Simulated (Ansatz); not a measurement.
Al33N31: several calculations on one system

## 1. Relaxation

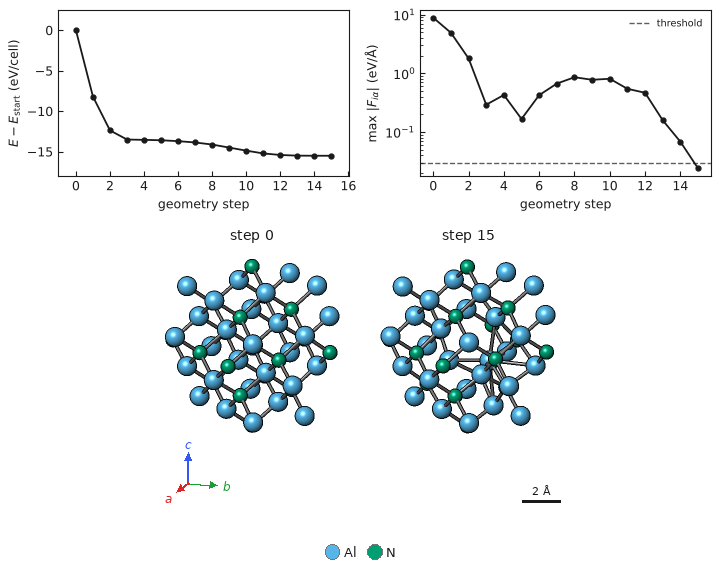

First and last geometry of a relaxation of a defect cell of composition Al33N31 (cell charge +3), with the history of the run. A ball-and-stick model of the atoms within 5.0 Å of the atom that moves most (axes of the cell of the calculation (origin shifted)), seen slightly off an axis.

Level of theory: DFT, PBEsol, PAW, plane waves (Ansatz). Set-up: plane-wave cutoff 420 eV; k-point mesh 1 × 1 × 1; mesh shifted by (0.25, 0.25, 0.25); collinear spin; atoms relaxed in a fixed cell; force threshold 0.03 eV/Å; at most 80 steps.

Question: Read the history and describe the run.

Answer: It converged. The energy falls by 15.504 eV per cell of the calculation in 15 geometry steps. The largest force component goes from 8.9 to 0.024 eV/Å. The largest move is that of an Al atom, 1.64 Å along [−1 1 −1]. By element the largest moves are Al 1.64 Å, N 0.17 Å. The lattice vectors keep their values. Some distances before and after: Al–Al 1.865 → 3.657 Å, Al–N 3.161 → 1.915 Å, Al–N 3.130 → 1.909 Å, Al–Al 3.653 → 2.508 Å. New bonds form, among them: Al–N (3.12 → 1.91 Å), Al–N (3.13 → 1.91 Å), Al–N (3.16 → 1.92 Å). Among the angles between lasting bonds that change: N–Al–N 106.6° → 123.4°, N–Al–N 107.3° → 123.5°, Al–Al–Al 111.4° → 95.3°.

Limits of the set-up: the cell is charged, on a uniform background, and energies carry no finite-size correction.

## 2. Relaxation

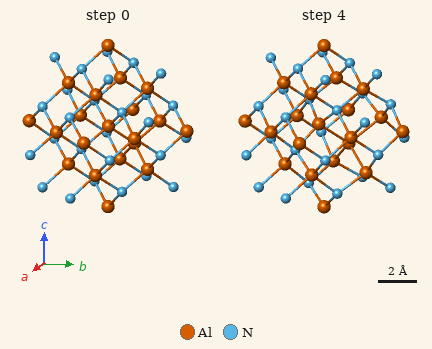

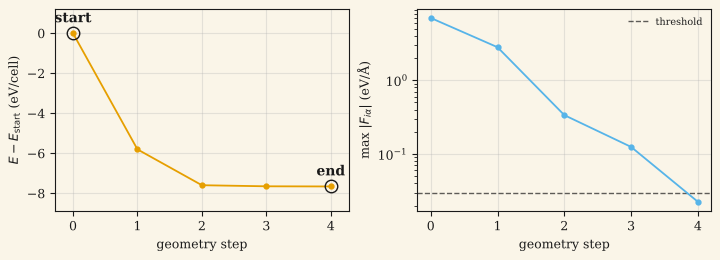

First and last geometry of a relaxation of a defect cell of composition Al33N31 (cell charge −1), with the history of the run. A ball-and-stick model of the atoms within 5.0 Å of the atom that moves most (axes of the cell of the calculation (origin shifted)), seen slightly off an axis.

Level of theory: DFT, PBEsol, PAW, plane waves (Ansatz 0.2.0). (plane-wave cutoff 420 eV; k-point mesh 1 × 1 × 1; mesh shifted by (0.25, 0.25, 0.25); collinear spin; atoms relaxed in a fixed cell; force threshold 0.03 eV/Å; at most 80 steps)

### Read the history and describe the run.

It converged. The largest move is that of an Al atom, 0.39 Å roughly along [2 −2 1]. Largest moves by element: Al 0.39 Å, N 0.17 Å. The cell stays as it was. Near-neighbour distances that change, for instance: Al–Al 1.882 → 2.279 Å, Al–Al 1.867 → 2.251 Å, Al–Al 1.965 → 2.235 Å, Al–N 1.813 → 1.893 Å. Bond angles that change, for instance: Al–Al–N 112.2° → 97.8°, Al–Al–N 110.3° → 97.4°, Al–N–Al 112.8° → 100.1°. After 4 geometry steps the energy has fallen by 7.655 eV per cell of the calculation. Largest force component: 7 eV/Å at the start, 0.022 eV/Å at the end.

Limits of the set-up: the cell is charged, on a uniform background, and energies carry no finite-size correction.

## 3. Defect

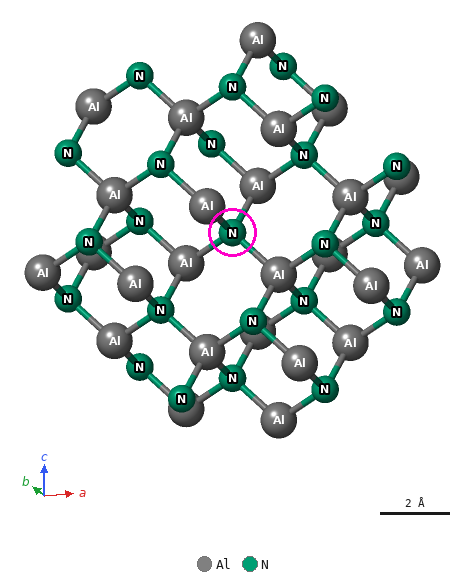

Perfect AlN. Style: ball-and-stick. Shown: the atoms within 6.0 Å of one point, in a slice 5.0 Å thick across the line of sight, slightly off an axis.

Theory: Ansatz, DFT, PBEsol, PAW, plane waves. Settings: plane-wave cutoff 420 eV; k-point mesh 1 × 1 × 1; mesh shifted by (0.25, 0.25, 0.25); no spin polarisation. Fermi-Dirac smearing of 0.01 eV. A uniform background neutralises the charged cell. The axes drawn are those of the host's conventional cell.

A nitrogen atom is replaced by aluminium at the ringed place, in charge state +2. The supercell has 64 sites, and the atoms are relaxed at the host's cell.

Question: How do the neighbours respond?

Answer: In the host the N atom has 4 Al at 1.90 Å; the Al atom ends with 3 N at 1.91 to 1.92 Å, 1 Al at 2.27 Å. Of the host's atoms, an aluminium atom moves furthest from its site, by 0.36 Å. The Al atom itself moves 1.70 Å from where it was put.

The relaxed defect, seen from the same direction:

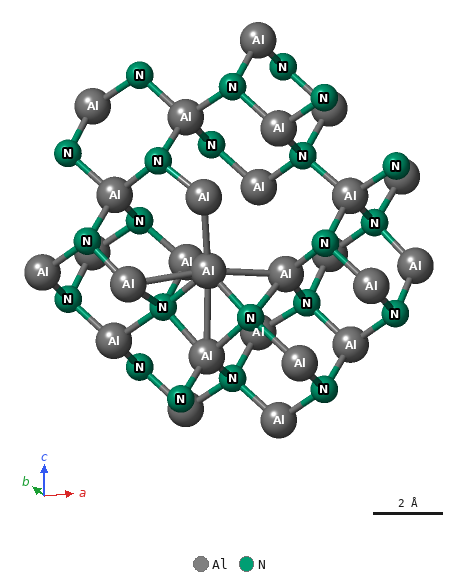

Limits of the set-up: the cell is charged, on a uniform background, and energies carry no finite-size correction.
